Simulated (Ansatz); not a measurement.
## Geometry relaxation, with input and output: ZnSe (part 2 of 3)

The same run, continued: ZnSe (slab, 16 atoms in the cell); DFT PBE+D3(BJ), scalar-relativistic, plane waves, PAW, no spin polarisation (Ansatz 0.2.0); cutoff 420 eV, 2×3×1 k-mesh, Gaussian smearing of 0.05 eV. The structure derives from an entry of the Crystallography Open Database. The input holds or restrains some coordinates. Forces given for the steps count only the free coordinates. It belongs to a series of runs on one base structure; here: clean slab, lower planes held.

Geometry of the input (Å; fractional positions):
```
7.9973  0.0000  0.0000
0.0000  5.6549  0.0000
0.0000  0.0000  21.9980
Zn 0.2500  0.5000  0.3637
Zn 0.7500  0.5000  0.3637
Se 0.5000  0.2500  0.3637
Se 0.0000  0.2500  0.3637
Zn 0.5000  0.0000  0.4546
Zn 0.0000  0.0000  0.4546
Se 0.7500  0.7500  0.4546
Se 0.2500  0.7500  0.4546
Zn 0.7500  0.5000  0.5454
Zn 0.2500  0.5000  0.5454
Se 0.0000  0.2500  0.5454
Se 0.5000  0.2500  0.5454
Zn 0.0000  0.0000  0.6363
Zn 0.5000  0.0000  0.6363
Se 0.2500  0.7500  0.6363
Se 0.7500  0.7500  0.6363
```

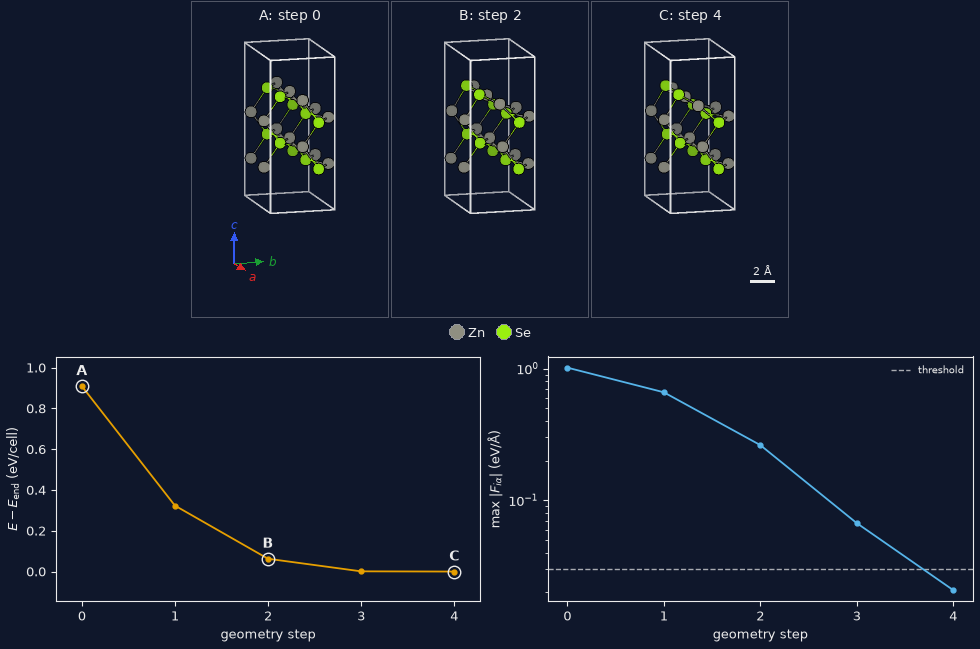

*Frames of the restrained relaxation (ball-and-stick view of the cell of the calculation, with the vacuum cut short (origin shifted), seen slightly off an axis) above the curves, on which the letters mark them (the first geometry is step 0 here and step 1 in the log).*

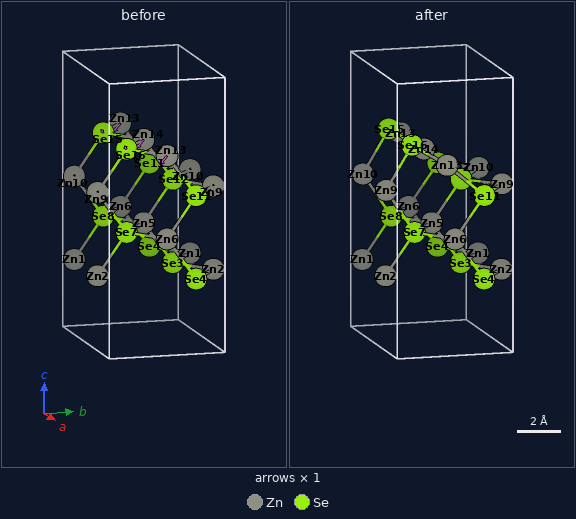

*Before (left) and after (right) the restrained relaxation, at one scale (ball-and-stick view of the cell of the calculation, with the vacuum cut short (origin shifted), seen slightly off an axis). The pink arrows give the displacements, at true length.*

The largest moves, 0.59 Å, are those of Zn13 and Zn14. By element the largest moves are Zn 0.59 Å, Se 0.23 Å. The cell stays as it was. Among the contacts that change: Se7–Zn9 2.449 → 2.516 Å, Se11–Zn13 2.449 → 2.390 Å, Zn5–Se12 2.449 → 2.466 Å, Zn10–Se15 2.449 → 2.443 Å. Among the angles that change: Zn10–Se15–Zn13 109.5° → 91.2°, Zn6–Se11–Zn13 109.5° → 94.9°, Se11–Zn13–Se15 109.5° → 122.6°. The energy falls by 0.909 eV per cell of the calculation in 4 geometry steps. Largest force component: 1 eV/Å at the start, 0.021 eV/Å at the end. (Atoms are counted from 1 in the order of the input.)

```
WARN: The output density's exchange-correlation potential varies sharply where the density is thin. Do not read a vacuum level from v_tot or v_xc, or from such a field of the output density. On a cell that repeats whose density bears no net charge and no dipole along the vacuum's axis use v_es (v_loc + v_h of the components); under efield.dipole_correction with no amplitude use v_es + v_field, which holds any external_charges[].barrier, or the levels of the report's work_function block, which leave it out; under a non-zero efield.amplitude the vacuum is tilted and has no level; on a cell that repeats and bears such a dipole with no correction it is tilted too, and efield.dipole_correction with no amplitude gives each side of its ramp a level where efield: is served; in a cell that repeats whose density bears a net charge (total_charge, or a fill off its count) it is curved and has none; of a slab under crystal.periodic whose density bears no net charge use v_es, which has a level on each side, short of where the two are joined; of another it falls or rises all the way out and has none; of a slab beside external_charges read slab_vacuum_level instead, which it has where they leave it neutral. The grid or the basis barely resolves most such structure, and the values can differ between equally converged runs; as a rule a tighter scf.convergence.dr2_threshold does not remove it. Where the density itself ripples (under the LDA too) a higher basis.ecutwfc lessens it. The files hold the spikes' plane waves up to the density's cutoff. Files: v_tot_of_output_density and the like, and their columns of v_z.tsv (output.write_potential); v_xc_of_output_density and the like, and their columns of v_comp_z.tsv (output.write_potential_components). Measured: with its Gaussian average of σ = 0.25 Å subtracted twice, the exchange-correlation potential is over 0.1 eV at 324 of the grid points where the equally averaged density (valence and model cores) is under 1e-3 e/Å³, and 0.274 eV at the most among them, at an averaged density of 9.4e-4 e/Å³. The input density's (outcome.potential() and, of a run that writes arrays, v_tot and v_xc) is over 0.1 eV, so measured, at 324 points of its own thin density, 0.279 eV at the most. See output.write_potential in the manual, Limitations
SCF converged after 6 iterations
Free energy (F): -70317.147363 eV
Harris-Foulkes:  -70317.147363 eV  (|F-HF|=5.17e-9)
Internal energy: -70317.147363 eV  (E = F + TS)
E sigma→0 (E₀):  -70317.147363 eV
Fermi energy:    -0.245868 eV
Dipole field:    D = -0.016536 V/Å  (p = -0.090913 e·Å, saw-weighted, corrected)
Work function:   Φ+ = 4.8671 eV   Φ− = 4.5033 eV
Levels:          The Fermi level and band energies are counted from a zero that moves with the ramp; work functions are not
--- Per-component energies (eV) ---
  E_band       = -4750.318078
  E_kinetic    = 1993.722576
  E_local      = -189789.190796  (includes V_loc(G=0)·N_el)
  E_nonlocal   = 147.910653
  E_hartree    = 92759.416468
  E_xc         = -1926.917445
  E_vxc        = -1194.915154  (∫ρ·V_xc dr)
  E_paw        = -29915.441485  (= ΣΔE_a)
  E_vpaw       = -1426.642902  (= ΣTr[D̂ρ^β])
  E_aug_tail   = -0.007508  (compensation charges beyond the density's cutoff)
  E_efield     = 0.000752  (sawtooth field / dipole correction)
  E_vefield    = -0.028557  (∫n·V_field dr)
  E_ewald      = 56417.108057
  E_disp       = -3.748634  (pairwise vdW)
  E_smearing   = -0.000000  (= −TS)
  E_closure    = -0.000000  (closes the sum)
  Σ components = -70317.147363   (vs F -70317.147363, Δ=0.00e0)
--- Forces (eV/Å), atoms counted from 1 ---
  atom   1  Zn     0.00000000    -0.95544989     1.00760423
  atom   2  Zn     0.00000000    -0.95544989     1.00760423
  atom   3  Se     0.00000000     0.43564610    -0.93203690
  atom   4  Se     0.00000000     0.43564610    -0.93203690
  atom   5  Zn     0.00000000     0.28079488    -0.01233573
  atom   6  Zn     0.00000000     0.28079488    -0.01233573
  atom   7  Se     0.00000000     0.23744358    -0.05945186
  atom   8  Se     0.00000000     0.23744358    -0.05945186
  atom   9  Zn     0.00000000    -0.01239771    -0.00405942
  atom  10  Zn     0.00000000    -0.01239771    -0.00405942
  atom  11  Se    -0.00000000     0.02084584    -0.00449909
  atom  12  Se    -0.00000000     0.02084584    -0.00449909
  atom  13  Zn     0.00000000    -0.00699497     0.00348134
  atom  14  Zn     0.00000000    -0.00699497     0.00348134
  atom  15  Se    -0.00000000     0.00010817     0.00127526
  atom  16  Se    -0.00000000     0.00010817     0.00127526
  max |Σ_I F_I| component: 4.44e-5 eV/Å
--- Band table (eV) ---
  k-point 0: bands = ["-47.8612", "-47.8610", "-47.8542", "-47.8542", "-47.8523", "-47.8523", "-47.8472", "-47.8471", "-47.8393", "-47.8392", "-47.8379", "-47.8379", "-47.8364", "-47.8364", "-47.8331", "-47.8329", "-47.8131", "-47.8128", "-47.8094", "-47.8094", "-47.4943", "-47.4940", "-47.4877", "-47.4877", "-47.4593", "-47.4591", "-47.4414", "-47.4414", "-47.4350", "-47.4349", "-47.3106", "-47.3104", "-47.3090", "-47.3089", "-47.2244", "-47.2244", "-47.2037", "-47.2036", "-47.1820", "-47.1819", "-13.9940", "-13.4528", "-13.3772", "-13.3103", "-13.0208", "-12.8393", "-12.7541", "-12.5558", "-7.5527", "-7.5276", "-7.5229", "-7.4514", "-7.4248", "-7.4232", "-7.4147", "-7.3915", "-7.3749", "-7.3742", "-7.3671", "-7.3367", "-7.3364", "-7.3317", "-7.3254", "-7.2850", "-7.2737", "-7.2611", "-7.2324", "-7.2311", "-7.2181", "-7.2112", "-7.2041", "-7.1888", "-7.1828", "-7.1760", "-7.1756", "-7.1642", "-7.1469", "-7.1127", "-7.0937", "-7.0914", "-7.0821", "-7.0672", "-7.0610", "-7.0149", "-7.0121", "-6.9889", "-6.9710", "-6.9091", "-5.4669", "-5.3638", "-5.2888", "-5.1282", "-4.9426", "-4.8180", "-4.2492", "-3.6088", "-3.5010", "-3.2260", "-3.0098", "-2.8374", "-2.8177", "-2.8089", "-2.7294", "-2.5159", "-2.4879", "-2.0883", "-2.0436", "-1.6179", "-1.4156", "-1.2639", "-1.2204", "-0.9459", "0.4542", "1.4528", "1.7384", "1.7645", "2.3502", "2.8004", "2.8881", "3.0101", "3.1358", "3.1573", "3.5194", "3.5995", "3.6535", "4.0380", "4.2157", "4.3469", "5.0244", "5.0524", "5.1380", "5.1972", "5.2782", "5.5604", "5.6202"]
  k-point 1: bands = ["-47.8612", "-47.8610", "-47.8542", "-47.8542", "-47.8523", "-47.8523", "-47.8472", "-47.8471", "-47.8393", "-47.8392", "-47.8379", "-47.8379", "-47.8364", "-47.8364", "-47.8331", "-47.8329", "-47.8131", "-47.8128", "-47.8094", "-47.8094", "-47.4943", "-47.4940", "-47.4877", "-47.4877", "-47.4593", "-47.4591", "-47.4414", "-47.4414", "-47.4350", "-47.4349", "-47.3106", "-47.3104", "-47.3090", "-47.3089", "-47.2244", "-47.2244", "-47.2037", "-47.2036", "-47.1820", "-47.1819", "-13.8058", "-13.4818", "-13.3641", "-13.3007", "-13.1327", "-12.8341", "-12.8294", "-12.5485", "-7.5424", "-7.4877", "-7.4738", "-7.4357", "-7.4152", "-7.4112", "-7.3985", "-7.3883", "-7.3831", "-7.3824", "-7.3812", "-7.3483", "-7.3430", "-7.3261", "-7.3198", "-7.3005", "-7.2999", "-7.2969", "-7.2350", "-7.2270", "-7.2200", "-7.2053", "-7.2032", "-7.1794", "-7.1623", "-7.1623", "-7.1423", "-7.1333", "-7.1293", "-7.0981", "-7.0951", "-7.0909", "-7.0731", "-7.0568", "-7.0423", "-7.0200", "-6.9945", "-6.9931", "-6.9026", "-6.8973", "-5.8597", "-5.6368", "-5.5422", "-5.2762", "-5.2370", "-5.1967", "-4.2758", "-3.4638", "-3.3484", "-3.3284", "-3.0824", "-2.8349", "-2.5275", "-2.4431", "-2.3748", "-2.2375", "-2.1991", "-1.9104", "-1.9093", "-1.6476", "-1.5452", "-1.4240", "-1.3677", "-1.2392", "1.1101", "1.2026", "1.9484", "2.1812", "2.2149", "2.6556", "3.0338", "3.0651", "3.1287", "3.4124", "3.6413", "4.0226", "4.0739", "4.5182", "4.8199", "4.8911", "4.8975", "5.3306", "5.5671", "5.6638", "5.7266", "5.8868", "5.9413"]
  k-point 2: bands = ["-47.8611", "-47.8611", "-47.8542", "-47.8542", "-47.8523", "-47.8523", "-47.8471", "-47.8471", "-47.8392", "-47.8392", "-47.8379", "-47.8379", "-47.8364", "-47.8364", "-47.8330", "-47.8330", "-47.8130", "-47.8130", "-47.8094", "-47.8094", "-47.4941", "-47.4941", "-47.4877", "-47.4877", "-47.4592", "-47.4592", "-47.4414", "-47.4414", "-47.4349", "-47.4349", "-47.3105", "-47.3105", "-47.3090", "-47.3090", "-47.2244", "-47.2244", "-47.2036", "-47.2036", "-47.1819", "-47.1819", "-13.7606", "-13.7606", "-13.3198", "-13.3198", "-12.9367", "-12.9367", "-12.6553", "-12.6553", "-7.5502", "-7.5502", "-7.4610", "-7.4610", "-7.4243", "-7.4243", "-7.4063", "-7.4063", "-7.3986", "-7.3986", "-7.3491", "-7.3491", "-7.3205", "-7.3205", "-7.3081", "-7.3081", "-7.2897", "-7.2897", "-7.2659", "-7.2659", "-7.2329", "-7.2329", "-7.2029", "-7.2029", "-7.1787", "-7.1787", "-7.1590", "-7.1590", "-7.1498", "-7.1498", "-7.1087", "-7.1087", "-7.0736", "-7.0736", "-7.0611", "-7.0611", "-6.9628", "-6.9628", "-6.8412", "-6.8412", "-5.4848", "-5.4848", "-4.9634", "-4.9634", "-4.3474", "-4.3474", "-3.8305", "-3.8305", "-3.4661", "-3.4661", "-3.2188", "-3.2188", "-3.1001", "-3.1001", "-2.7982", "-2.7982", "-2.2861", "-2.2861", "-2.1659", "-2.1659", "-1.7739", "-1.7739", "-1.3353", "-1.3353", "1.2604", "1.2604", "2.4837", "2.4837", "2.6478", "2.6478", "3.4552", "3.4552", "3.5928", "3.5928", "3.7259", "3.7259", "4.2558", "4.2558", "4.4897", "4.4897", "4.7198", "4.7198", "5.0665", "5.0665", "5.5437", "5.5437", "5.7501"]
  k-point 3: bands = ["-47.8611", "-47.8611", "-47.8542", "-47.8542", "-47.8523", "-47.8523", "-47.8471", "-47.8471", "-47.8392", "-47.8392", "-47.8379", "-47.8379", "-47.8364", "-47.8364", "-47.8330", "-47.8330", "-47.8130", "-47.8130", "-47.8094", "-47.8094", "-47.4941", "-47.4941", "-47.4877", "-47.4877", "-47.4592", "-47.4592", "-47.4414", "-47.4414", "-47.4349", "-47.4349", "-47.3105", "-47.3105", "-47.3090", "-47.3090", "-47.2244", "-47.2244", "-47.2036", "-47.2036", "-47.1819", "-47.1819", "-13.6182", "-13.6182", "-13.3702", "-13.3702", "-12.9901", "-12.9901", "-12.6937", "-12.6937", "-7.5087", "-7.5087", "-7.4386", "-7.4386", "-7.4146", "-7.4146", "-7.3923", "-7.3923", "-7.3753", "-7.3753", "-7.3489", "-7.3489", "-7.3328", "-7.3328", "-7.3225", "-7.3225", "-7.2978", "-7.2978", "-7.2629", "-7.2629", "-7.2256", "-7.2256", "-7.1990", "-7.1990", "-7.1852", "-7.1852", "-7.1634", "-7.1634", "-7.1438", "-7.1438", "-7.0968", "-7.0968", "-7.0711", "-7.0711", "-7.0498", "-7.0498", "-6.9769", "-6.9769", "-6.9501", "-6.9501", "-5.4561", "-5.4561", "-5.1669", "-5.1669", "-4.6165", "-4.6165", "-4.2676", "-4.2676", "-3.4629", "-3.4629", "-3.2505", "-3.2505", "-2.7845", "-2.7845", "-2.4612", "-2.4612", "-2.2834", "-2.2834", "-1.9969", "-1.9969", "-1.6473", "-1.6473", "-1.2781", "-1.2781", "1.2937", "1.2937", "2.6518", "2.6518", "2.8480", "2.8480", "3.3298", "3.3298", "3.8119", "3.8119", "4.4762", "4.4762", "4.7640", "4.7640", "5.0047", "5.0047", "5.1169", "5.1169", "5.3847", "5.3847", "5.6118", "5.6118", "5.7047"]
--- Relaxed structure (5 steps of the walk, 5 accepted, 0 SCFs on fresh bases) ---
  F+E_penalty+E_count = -70317.14736315 eV   max|allowed force component| = 2.085e-2 eV/Å
  atoms:
    - { symbol: Zn, position: [0.25, 0.49999999999999994, 0.3636700424] }
    - { symbol: Zn, position: [0.75, 0.49999999999999994, 0.3636700424] }
    - { symbol: Se, position: [0.5, 0.24999999999999997, 0.3636700424] }
    - { symbol: Se, position: [0.0, 0.24999999999999997, 0.3636700424] }
    - { symbol: Zn, position: [0.5, 0.0, 0.45455668080000006] }
    - { symbol: Zn, position: [0.0, 0.0, 0.45455668080000006] }
    - { symbol: Se, position: [0.75, 0.7499999999999998, 0.45455668080000006] }
    - { symbol: Se, position: [0.25, 0.7499999999999998, 0.45455668080000006] }
    - { symbol: Zn, position: [0.75, 0.504988870702381, 0.5500002220513999] }
    - { symbol: Zn, position: [0.25, 0.504988870702381, 0.5500002220513999] }
    - { symbol: Se, position: [-7.525719299485917e-37, 0.25365861090020425, 0.5457332865213581] }
    - { symbol: Se, position: [0.5, 0.25365861090020425, 0.5457332865213581] }
    - { symbol: Zn, position: [-4.5154315796915496e-36, -0.06795068243994423, 0.6162300032460881] }
    - { symbol: Zn, position: [0.5, -0.06795068243994423, 0.6162300032460881] }
    - { symbol: Se, position: [0.25, 0.7281468945756984, 0.6451148783133587] }
    - { symbol: Se, position: [0.75, 0.7281468945756984, 0.6451148783133587] }
```
